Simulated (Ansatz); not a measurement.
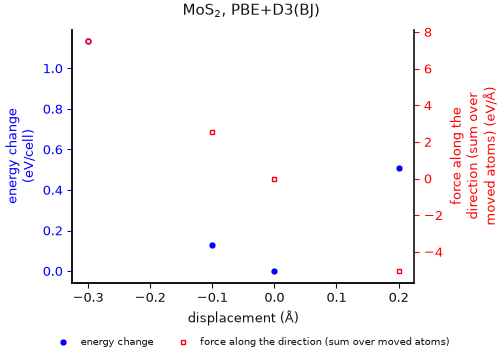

The picture above shows the energy change and force along the direction (sum over moved atoms) against displacement for MoS₂, space group R3m (No. 160).

Structure:
```yaml
crystal:
  lattice:
    - [-6.30590, 0.00000, 0.00000]
    - [-3.15295, -5.46107, 0.00000]
    - [-3.15295, -1.82036, 5.99653]
  atoms:
    - { symbol: Mo, position: [0.49998, 0.49998, 0.00005] }
    - { symbol: Mo, position: [0.99998, 0.49998, 0.00005] }
    - { symbol: Mo, position: [0.49998, 0.99998, 0.00005] }
    - { symbol: Mo, position: [0.99998, 0.99998, 0.00005] }
    - { symbol: S, position: [0.74644, 0.74644, 0.26068] }
    - { symbol: S, position: [0.24644, 0.74644, 0.26068] }
    - { symbol: S, position: [0.74644, 0.24644, 0.26068] }
    - { symbol: S, position: [0.24644, 0.24644, 0.26068] }
    - { symbol: S, position: [0.92028, 0.92028, 0.73917] }
    - { symbol: S, position: [0.42028, 0.92028, 0.73917] }
    - { symbol: S, position: [0.92028, 0.42028, 0.73917] }
    - { symbol: S, position: [0.42028, 0.42028, 0.73917] }
```

Computed with Ansatz 0.2.0: one atom of a crystal moved along a line, all else fixed, by plane-wave density functional theory with PAW datasets, free energies less that of the undisturbed cell; scalar-relativistic. Level: PBE with D3(BJ), no spin polarisation.

wave cutoff 420 eV; k mesh 6×6×6; occupations Gaussian; smearing width 0.05 eV; k shift (0, 0, 0) (mesh steps); start relaxed; moved atom 1; direction (1, 0, 0) (Cartesian unit vector).

Question: Does the undistorted structure sit at the bottom of the curve?

Answer: Yes: the energy rises on both sides of the starting structure, which is therefore a minimum along this path.

Question: How does the force along the direction (sum over moved atoms) vary with displacement?

Answer: It falls from 7.5 eV/Å at displacement −0.3 Å to −5.0 eV/Å at 0.2 Å, and changes sign near 0.0 Å.
